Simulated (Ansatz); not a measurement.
# Ga3Se: what the fields show

Input file:

```
crystal:
  lattice:
    - [1.8788171088, 1.0847355635, 6.8421226159]
    - [-1.8788171088, 1.0847355635, 6.8421226159]
    - [0.0, -2.169471127, 6.8421226159]
  atoms:
    - { symbol: Ga, position: [0.7509096932, 0.7509096932, 0.7509096932] }
    - { symbol: Ga, position: [0.2490903068, 0.2490903068, 0.2490903068] }
    - { symbol: Ga, position: [0.0, 0.0, 0.0] }
    - { symbol: Se, position: [0.5, 0.5, 0.5] }
basis:
  ecutwfc: 420
kpoints:
  mp_grid: { grid: [12, 12, 12] }
hamiltonian:
  xc: pbe
scf:
  occupations: { method: gaussian, width: 0.1 }
output:
  forces: true
  stress: true
  eigenvalues: true
  write_density: true
  write_potential: true
  elf: true
  volumetric_format: npy
relax:
  adjacent_minimum: "off"
  f_tol: 0.01
  max_steps: 80
  cell: { stress_tol: 0.05 }
```

Run with:

```sh
ansatz run input.yaml --threads 1 --pin off --max-ram 2560MiB --backend cpu --events-out ev --progress --plain --runs-dir out
```

Below, planes, directions and counts refer to the conventional cell (a = 3.73 Å, b = 3.73 Å, c = 20.82 Å, α = 90.00°, β = 90.00°, γ = 120.00°).

The fields are those of the run's last geometry, not of the input's.

Space group R-3m; a structure generated by program, which may or may not match a known phase; computed without spin polarisation.

These are results of DFT PBE, scalar-relativistic, plane waves, PAW (Ansatz 0.2.0), not measurements.

Core electrons are frozen (PAW), and the valence fields are smoothed inside the atomic spheres.

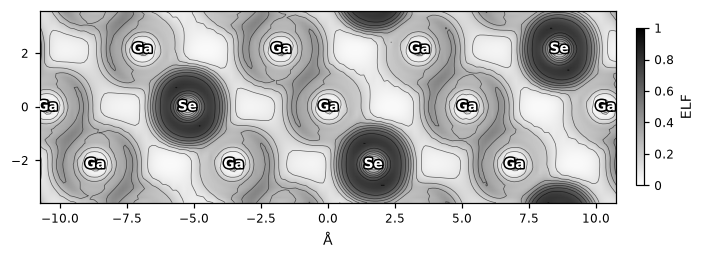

Figure 1. Electron localisation function on the (110) plane of the conventional cell.

Q: What does the map show?

A: Atoms in the plane: Ga and Se. Ga–Se (2.75 Å): the ELF is about 0.50 at the midpoint. The features right at Ga lie inside the PAW spheres, where the map follows smoothed inner orbitals and isn't to be read closely.

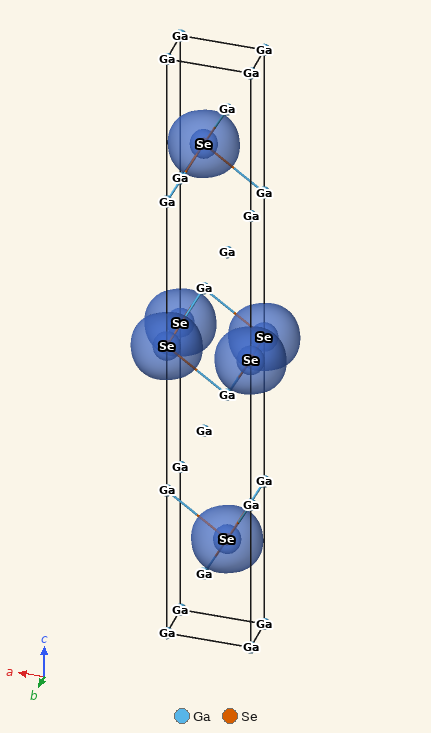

Figure 2. Isosurface of the ELF at 0.6 (blue), seen at an oblique angle. Only the valence region is drawn (cores and ρ < 0.01 e/Å³ removed). Sticks mark near contacts.

Q: Identify the bonds, lone pairs and shells in this picture.

A: The ELF exceeds this value in three regions wrapped around Se (the valence shell of each), counted in one cell of 12 atoms. Regions shared between cells count once.

Q: Does the calculation give a band gap?

A: It is metallic or semimetallic at this level of theory: no gap opens.
